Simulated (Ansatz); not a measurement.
# Hg$_{4}$Te$_{3}$ (slab): what the fields show

The calculation's input:

```
crystal:
  lattice:
    - [4.6045184592, 0.0, 0.0]
    - [0.0, 4.6045184592, 0.0]
    - [0.0, 0.0, 24.7676586799]
  atoms:
    - { symbol: Hg, position: [0.5, 0.5, 0.3028142505] }
    - { symbol: Te, position: [0.5, 0.0, 0.3685428337] }
    - { symbol: Hg, position: [0.0, 0.0, 0.4342714168] }
    - { symbol: Te, position: [0.0, 0.5, 0.5] }
    - { symbol: Hg, position: [0.5, 0.5, 0.5657285832] }
    - { symbol: Te, position: [0.5, 0.0, 0.6314571663] }
    - { symbol: Hg, position: [0.0, 0.0, 0.6971857495] }
basis:
  ecutwfc: 420
kpoints:
  mp_grid: { grid: [8, 8, 1] }
hamiltonian:
  xc: pbesol
scf:
  occupations: { method: gaussian, width: 0.1 }
output:
  forces: true
  eigenvalues: true
  write_density: true
  write_potential: true
  elf: true
  volumetric_format: npy
relax:
  adjacent_minimum: "off"
  f_tol: 0.02
  max_steps: 60
efield:
  axis: 3
  dipole_correction: true
  ramp_width: 0.04
```

Launched as:

```sh
ansatz run input.yaml --threads 1 --pin off --max-ram 2560MiB --backend cpu --events-out ev --progress --plain --runs-dir out
```

The fields are those of the relaxed geometry.

Level of theory: Ansatz 0.2.0, DFT PBEsol, scalar-relativistic, plane waves, PAW.

In a PAW calculation such maps are meaningful between the atoms, not at the nuclei.

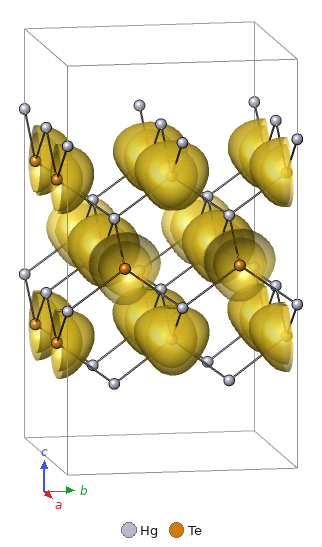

Figure 1. Isosurface of the ELF at 0.55 (yellow), seen slightly off an axis. Core shells and regions of very low density are left out. Sticks mark near contacts.

Q: Where are the electrons localised?

A: The ELF exceeds this value in three regions wrapped around Te (the valence shell of each), counted in one cell of 7 atoms. Counts are for one cell; the picture repeats the cell along the surface.


Hg–Te (2.82 Å): the ELF is about 0.40 at the midpoint and 0.25 at its lowest between the atoms: no localised pair shows between them. Hg–Te (2.87 Å): the ELF is about 0.40 at the midpoint and 0.25 at its lowest between the atoms (no shared electron pair shows on this line).

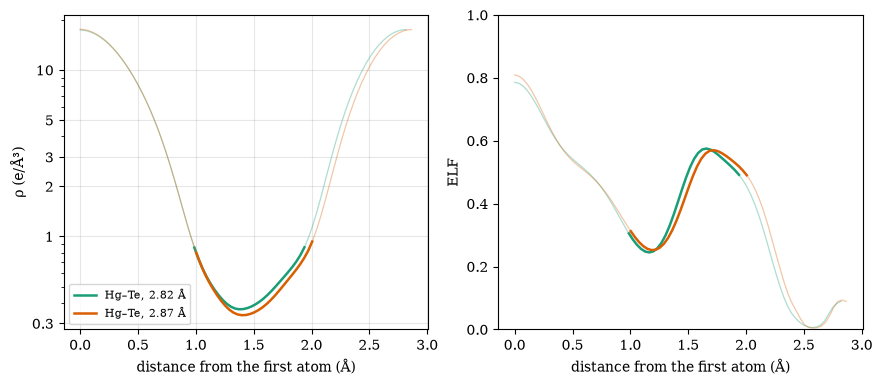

Figure 2. Valence pseudo-density and ELF along straight lines between neighbouring atoms. Thin, pale parts lie inside the atomic spheres.

Q: Compare the contacts.

A: Hg–Te (2.82 Å): the density is about 0.37 e/Å³ at the midpoint; the ELF is about 0.40 at the midpoint and 0.25 at its lowest between the atoms; no shared electron pair shows on this line.
Hg–Te (2.87 Å): ρ at the midpoint is about 0.34 e/Å³; the ELF is about 0.40 at the midpoint and 0.25 at its lowest between the atoms (no localised pair shows between them).

Q: Does the calculation give a band gap?

A: It is metallic or semimetallic at this level of theory: no gap opens.
